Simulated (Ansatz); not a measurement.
Geometry relaxation, with input and output: C₁₁O (part 3 of 3)

C₁₁O (slab, 12 atoms in the cell); DFT PBEsol, scalar-relativistic, plane waves, PAW, no spin polarisation (Ansatz 0.2.0); cutoff 420 eV, 12×12×1 k-mesh, Gaussian smearing of 0.05 eV. The structure derives from an entry of the Crystallography Open Database. The input holds or restrains some coordinates. Forces given for the steps count only the free coordinates. It belongs to a series of runs on one base structure; here: CO put at a top C site.

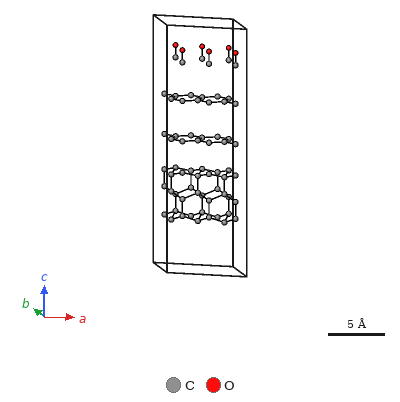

**Figure 1.** The geometry at step 13 of the log (ball-and-stick view of the 3 × 2 repeat of the cell, with the vacuum cut short, seen slightly off an axis).

### Trajectory as extended XYZ, continued
```
12
Lattice="2.4988 0.0000 0.0000 -1.2494 2.1640 0.0000 0.0000 0.0000 28.9943" Properties=species:S:1:pos:R:3:forces:R:3 step=9 energy=-3266.52585
C     0.0000    1.4427    8.5000    0.0000   0.0000   3.4749
C     1.2494    0.7213    9.0226    0.0000   0.0000  -4.4080
C     1.2494    0.7213   10.5804    0.0000   0.0000   1.2792
C     0.0000    1.4427   11.1030    0.0000   0.0000  -2.8353
C     0.0000    1.4427   12.6608    0.0000   0.0000   2.3596
C     1.2494    0.7213   13.0161    0.0000   0.0000   0.0670
C     1.2494    0.7213   15.8145    0.0000   0.0000  -0.0874
C     0.0000    1.4427   15.8277    0.0000   0.0000   0.0721
C     0.0000    1.4427   19.2712    0.0000   0.0000   0.0118
C     1.2494    0.7213   19.2746    0.0000   0.0000  -0.0892
C     1.2494    0.7213   22.3998    0.0000   0.0000   0.2651
O     1.2494    0.7213   23.5344    0.0000   0.0000  -0.1076
12
Lattice="2.4988 0.0000 0.0000 -1.2494 2.1640 0.0000 0.0000 0.0000 28.9943" Properties=species:S:1:pos:R:3:forces:R:3 step=10 energy=-3266.54596
C     0.0000    1.4427    8.5000    0.0000   0.0000   3.4746
C     1.2494    0.7213    9.0226    0.0000   0.0000  -4.4085
C     1.2494    0.7213   10.5804    0.0000   0.0000   1.2847
C     0.0000    1.4427   11.1030    0.0000   0.0000  -2.8327
C     0.0000    1.4427   12.6608    0.0000   0.0000   2.3844
C     1.2494    0.7213   13.0172    0.0000   0.0000   0.0401
C     1.2494    0.7213   15.8228    0.0000   0.0000  -0.0115
C     0.0000    1.4427   15.8396    0.0000   0.0000   0.0138
C     0.0000    1.4427   19.3558    0.0000   0.0000  -0.0062
C     1.2494    0.7213   19.3570    0.0000   0.0000  -0.0313
C     1.2494    0.7213   22.5998    0.0000   0.0000   0.0776
O     1.2494    0.7213   23.7332    0.0000   0.0000   0.0149
12
Lattice="2.4988 0.0000 0.0000 -1.2494 2.1640 0.0000 0.0000 0.0000 28.9943" Properties=species:S:1:pos:R:3:forces:R:3 step=11 energy=-3266.55706
C     0.0000    1.4427    8.5000    0.0000   0.0000   3.4778
C     1.2494    0.7213    9.0226    0.0000   0.0000  -4.4117
C     1.2494    0.7213   10.5804    0.0000   0.0000   1.2906
C     0.0000    1.4427   11.1030    0.0000   0.0000  -2.8335
C     0.0000    1.4427   12.6608    0.0000   0.0000   2.4095
C     1.2494    0.7213   13.0182    0.0000   0.0000   0.0183
C     1.2494    0.7213   15.8366    0.0000   0.0000   0.0563
C     0.0000    1.4427   15.8565    0.0000   0.0000  -0.0446
C     0.0000    1.4427   19.4390    0.0000   0.0000   0.1406
C     1.2494    0.7213   19.4481    0.0000   0.0000  -0.1567
C     1.2494    0.7213   22.7947    0.0000   0.0000   0.0172
O     1.2494    0.7213   23.9278    0.0000   0.0000   0.0360
12
Lattice="2.4988 0.0000 0.0000 -1.2494 2.1640 0.0000 0.0000 0.0000 28.9943" Properties=species:S:1:pos:R:3:forces:R:3 step=12 energy=-3266.56275
C     0.0000    1.4427    8.5000    0.0000   0.0000   3.4826
C     1.2494    0.7213    9.0226    0.0000   0.0000  -4.4165
C     1.2494    0.7213   10.5804    0.0000   0.0000   1.2977
C     0.0000    1.4427   11.1030    0.0000   0.0000  -2.8393
C     0.0000    1.4427   12.6608    0.0000   0.0000   2.4413
C     1.2494    0.7213   13.0190    0.0000   0.0000  -0.0049
C     1.2494    0.7213   15.8611    0.0000   0.0000   0.1001
C     0.0000    1.4427   15.8822    0.0000   0.0000  -0.0811
C     0.0000    1.4427   19.5714    0.0000   0.0000  -0.0093
C     1.2494    0.7213   19.5716    0.0000   0.0000  -0.0068
C     1.2494    0.7213   22.9901    0.0000   0.0000  -0.6342
O     1.2494    0.7213   24.1179    0.0000   0.0000   0.6703
12
Lattice="2.4988 0.0000 0.0000 -1.2494 2.1640 0.0000 0.0000 0.0000 28.9943" Properties=species:S:1:pos:R:3:forces:R:3 step=13 energy=-3266.56947
C     0.0000    1.4427    8.5000    0.0000   0.0000   3.4906
C     1.2494    0.7213    9.0226    0.0000   0.0000  -4.4249
C     1.2494    0.7213   10.5804    0.0000   0.0000   1.3086
C     0.0000    1.4427   11.1030    0.0000   0.0000  -2.8501
C     0.0000    1.4427   12.6608    0.0000   0.0000   2.4871
C     1.2494    0.7213   13.0201    0.0000   0.0000  -0.0379
C     1.2494    0.7213   15.9081    0.0000   0.0000   0.0373
C     0.0000    1.4427   15.9236    0.0000   0.0000  -0.0300
C     0.0000    1.4427   19.6268    0.0000   0.0000   0.0241
C     1.2494    0.7213   19.6283    0.0000   0.0000  -0.0172
C     1.2494    0.7213   23.1808    0.0000   0.0000  -0.2229
O     1.2494    0.7213   24.3122    0.0000   0.0000   0.2361
12
Lattice="2.4988 0.0000 0.0000 -1.2494 2.1640 0.0000 0.0000 0.0000 28.9943" Properties=species:S:1:pos:R:3:forces:R:3 step=14 energy=-3266.57242
C     0.0000    1.4427    8.5000    0.0000   0.0000   3.4948
C     1.2494    0.7213    9.0226    0.0000   0.0000  -4.4297
C     1.2494    0.7213   10.5804    0.0000   0.0000   1.3143
C     0.0000    1.4427   11.1030    0.0000   0.0000  -2.8607
C     0.0000    1.4427   12.6608    0.0000   0.0000   2.5105
C     1.2494    0.7213   13.0203    0.0000   0.0000  -0.0501
C     1.2494    0.7213   15.9405    0.0000   0.0000  -0.0030
C     0.0000    1.4427   15.9520    0.0000   0.0000   0.0158
C     0.0000    1.4427   19.7673    0.0000   0.0000   0.0020
C     1.2494    0.7213   19.7676    0.0000   0.0000   0.0000
C     1.2494    0.7213   23.3754    0.0000   0.0000   0.0549
O     1.2494    0.7213   24.5091    0.0000   0.0000  -0.0482
12
Lattice="2.4988 0.0000 0.0000 -1.2494 2.1640 0.0000 0.0000 0.0000 28.9943" Properties=species:S:1:pos:R:3:forces:R:3 step=15 energy=-3266.57380
C     0.0000    1.4427    8.5000    0.0000   0.0000   3.5045
C     1.2494    0.7213    9.0226    0.0000   0.0000  -4.4404
C     1.2494    0.7213   10.5804    0.0000   0.0000   1.3216
C     0.0000    1.4427   11.1030    0.0000   0.0000  -2.9003
C     0.0000    1.4427   12.6608    0.0000   0.0000   2.5371
C     1.2494    0.7213   13.0187    0.0000   0.0000  -0.0208
C     1.2494    0.7213   16.0301    0.0000   0.0000   0.0343
C     0.0000    1.4427   16.0415    0.0000   0.0000  -0.0419
C     0.0000    1.4427   19.8973    0.0000   0.0000  -0.0017
C     1.2494    0.7213   19.8972    0.0000   0.0000   0.0068
C     1.2494    0.7213   23.5721    0.0000   0.0000   0.0112
O     1.2494    0.7213   24.7055    0.0000   0.0000  -0.0104
12
Lattice="2.4988 0.0000 0.0000 -1.2494 2.1640 0.0000 0.0000 0.0000 28.9943" Properties=species:S:1:pos:R:3:forces:R:3 step=16 energy=-3266.57412
C     0.0000    1.4427    8.5000    0.0000   0.0000   3.5029
C     1.2494    0.7213    9.0226    0.0000   0.0000  -4.4383
C     1.2494    0.7213   10.5804    0.0000   0.0000   1.3176
C     0.0000    1.4427   11.1030    0.0000   0.0000  -2.9100
C     0.0000    1.4427   12.6608    0.0000   0.0000   2.5238
C     1.2494    0.7213   13.0175    0.0000   0.0000   0.0037
C     1.2494    0.7213   16.0335    0.0000   0.0000  -0.0230
C     0.0000    1.4427   16.0410    0.0000   0.0000   0.0212
C     0.0000    1.4427   19.9712    0.0000   0.0000   0.0145
C     1.2494    0.7213   19.9721    0.0000   0.0000  -0.0119
C     1.2494    0.7213   23.6638    0.0000   0.0000  -0.0084
O     1.2494    0.7213   24.7970    0.0000   0.0000   0.0079
12
Lattice="2.4988 0.0000 0.0000 -1.2494 2.1640 0.0000 0.0000 0.0000 28.9943" Properties=species:S:1:pos:R:3:forces:R:3 step=17 energy=-3266.57419
C     0.0000    1.4427    8.5000    0.0000   0.0000   3.5026
C     1.2494    0.7213    9.0226    0.0000   0.0000  -4.4380
C     1.2494    0.7213   10.5804    0.0000   0.0000   1.3173
C     0.0000    1.4427   11.1030    0.0000   0.0000  -2.9102
C     0.0000    1.4427   12.6608    0.0000   0.0000   2.5222
C     1.2494    0.7213   13.0174    0.0000   0.0000   0.0058
C     1.2494    0.7213   16.0315    0.0000   0.0000  -0.0044
C     0.0000    1.4427   16.0402    0.0000   0.0000   0.0038
C     0.0000    1.4427   20.0042    0.0000   0.0000   0.0004
C     1.2494    0.7213   20.0043    0.0000   0.0000   0.0008
C     1.2494    0.7213   23.6959    0.0000   0.0000   0.0100
O     1.2494    0.7213   24.8293    0.0000   0.0000  -0.0105
```

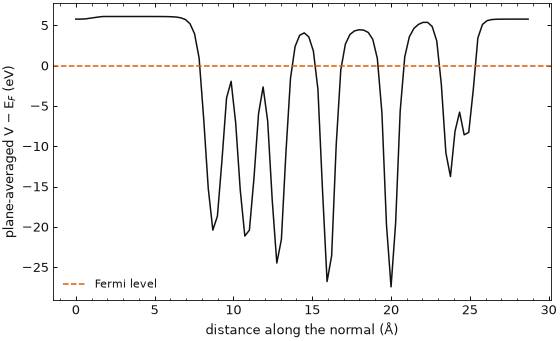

**Figure 2.** Plane average of the electrostatic potential energy of an electron across the cell, from the Fermi level. The vacuum level lies 5.77 eV above the Fermi level on the upper side and 6.09 eV on the lower.

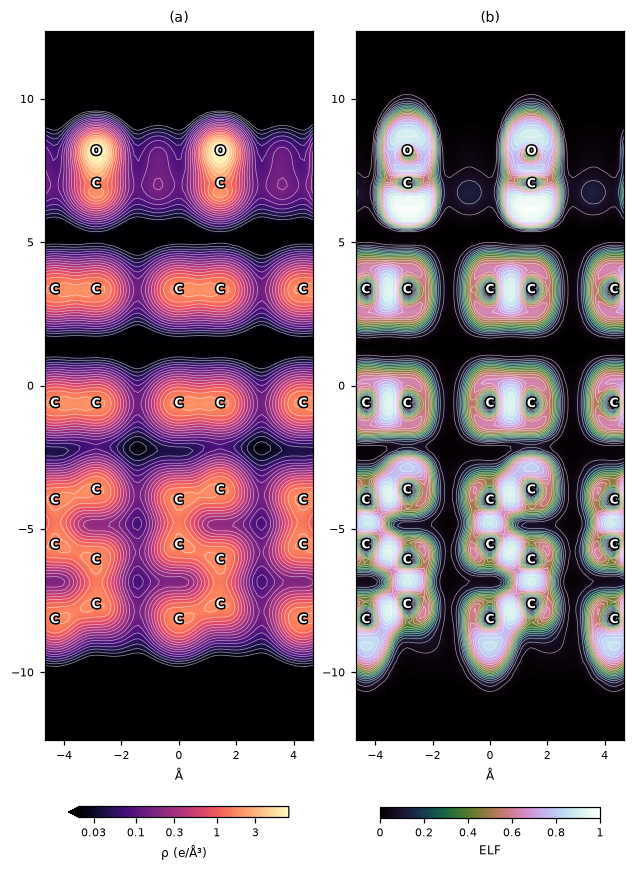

**Figure 3.** (a) valence electron density; (b) electron localisation function on the (110) plane of the calculation cell, a cut from vacuum to vacuum. The section cuts through C and O sites. C–O (1.13 Å): ρ at the midpoint is about 4.1 e/Å³; the ELF peaks at about 0.85 between the atoms (inside overlapping PAW spheres, so only a guide); a double or triple bond. C–C (1.44 Å): ρ is about 1.9 e/Å³ halfway; the ELF peaks at about 0.95 between the atoms (a covalent bond). C–C (1.49 Å): the density is about 1.8 e/Å³ at the midpoint; the ELF peaks at about 0.95 between the atoms, as expected for localised, shared-pair bonding. C–C (1.53 Å): ρ is about 1.6 e/Å³ halfway; the ELF peaks at about 0.95 between the atoms, which marks a shared electron pair. The density dies away to nearly zero in the vacuum. In a PAW calculation such maps are meaningful between the atoms, not at the nuclei.

This output came from the following input.

### Input
```yaml
crystal:
  lattice:
    - [2.4988149646, 0.0, 0.0]
    - [-1.2494074823, 2.1640372387, 0.0]
    - [0.0, 0.0, 28.9942861297]
  atoms:
    - { symbol: C, position: [0.3333333333, 0.6666666667, 0.2931612098] }
    - { symbol: C, position: [0.6666666667, 0.3333333333, 0.3111859602] }
    - { symbol: C, position: [0.6666666667, 0.3333333333, 0.3649138935] }
    - { symbol: C, position: [0.3333333333, 0.6666666667, 0.3829386438] }
    - { symbol: C, position: [0.3333333333, 0.6666666667, 0.4366665771] }
    - { symbol: C, position: [0.6666666667, 0.3333333333, 0.4489776095] }
    - { symbol: C, position: [0.6666666667, 0.3333333333, 0.5534986819] }
    - { symbol: C, position: [0.3333333333, 0.6666666667, 0.5537985066] }
    - { symbol: C, position: [0.3333333333, 0.6666666667, 0.6876438218] }
    - { symbol: C, position: [0.6666666667, 0.3333333333, 0.687645433] }
    - { symbol: C, position: [0.6666666667, 0.3333333333, 0.7421389285] }
    - { symbol: O, position: [0.6666666667, 0.3333333333, 0.7818019157] }
basis:
  ecutwfc: 420
kpoints:
  mp_grid: { grid: [12, 12, 1] }
hamiltonian:
  xc: pbesol
scf:
  occupations: { method: gaussian, width: 0.05 }
output:
  forces: true
  eigenvalues: true
  write_density: true
  write_potential: true
  elf: true
  volumetric_format: npy
relax:
  adjacent_minimum: "off"
  f_tol: 0.03
  max_steps: 70
  constraints: [{ sites: [0, 1, 2, 3, 4] }]
efield:
  axis: 3
  dipole_correction: true
  ramp_width: 0.04
```

Launch command:
```bash
ansatz run input.yaml --threads 2 --pin off --max-ram 5120MiB --backend cpu --events-out ev --progress --plain --runs-dir out
```

### Results in brief

| quantity | value |
| --- | --- |
| outcome | converged under the restraints of the input |
| electrons treated | 50 |
| free energy | −3266.5742 eV |
| work function, top face | 5.77 eV |
| work function, bottom face | 6.09 eV |
| Fermi energy | 2.601 eV |
| gap on the k-point mesh | none (metallic) |
| final volume | 156.79 Å³ |
| work function (upper face) | 5.77 eV |
| largest force (length of the vector) at the end, held atoms and coordinates included | 4.438 eV/Å |
| hardware | 2 threads of AMD EPYC (Zen 3), 192 GiB of memory available, shared host |
| wall time | 2.8 min (CPU time 5.5 min) |
| peak memory | 0.46 GiB |

### Remarks

The electronic state found may not be the lowest one. Notes on the run: the exchange-correlation potential is rough where the density is thin.
